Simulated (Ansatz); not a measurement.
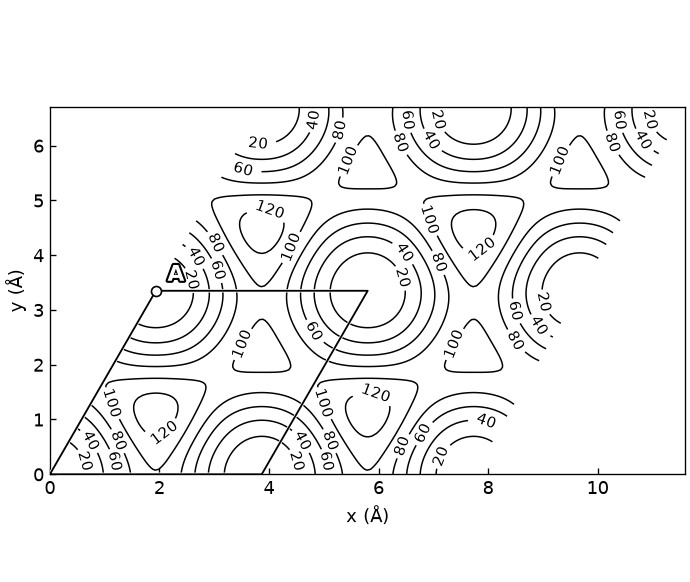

Si (Fd-3m, No. 227; 6 atoms in the cell). The crystal above one (1 1 1) plane is slid rigidly over the crystal below it (one fault a cell, nothing relaxed). Places are given modulo a cell vector. The map is drawn in real space over the plane of the slide. Grid: 6 × 6 points; 10 points were computed and 26 follow by symmetry. Energies are in meV/Å², from the lowest grid point. Method: Ansatz 0.2.0, DFT PBE, scalar-relativistic, plane waves, PAW. Settings: cutoff 420 eV, k-mesh 8×8×3 in the order of the run's cell vectors, gaussian smearing 0.05 eV, no spin polarisation.

Drawn: contour lines labelled in meV/Å², the outline of one cell of the 2 × 2 shown, the point A. Between grid points the surface is interpolated.

What is the easiest way out of the well at A, and how high is the barrier?

The easiest path leads from the well at (0/6, 0/6) of the cell vectors to its copy one period on. Its highest point lies about 97.8 meV/Å² above the bottom of the first well on the interpolated surface, at about (0.53, 0.94) of the cell vectors. The start is the relaxed structure and all else is held, so a fully relaxed path at this level can only be lower.

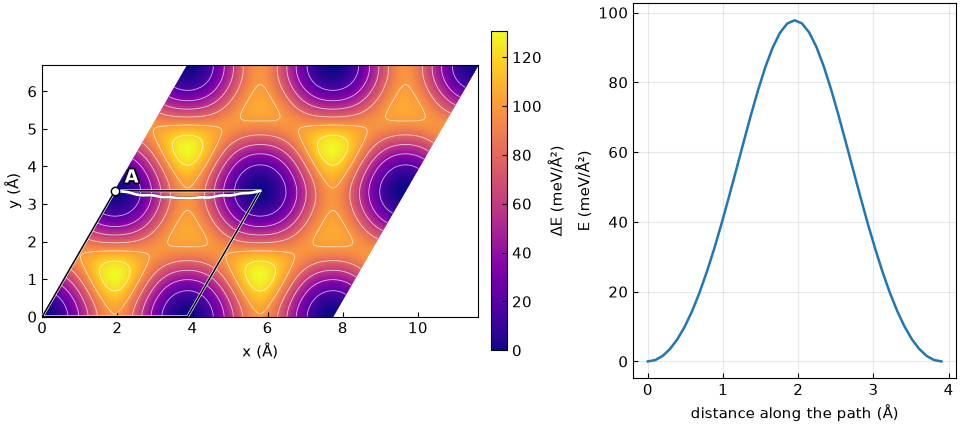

Drawn: a smooth colour map with a few white contour lines, a line along the lowest path, the outline of one cell of the 2 × 2 shown, the energy along the path at the right. Between grid points the surface is interpolated.
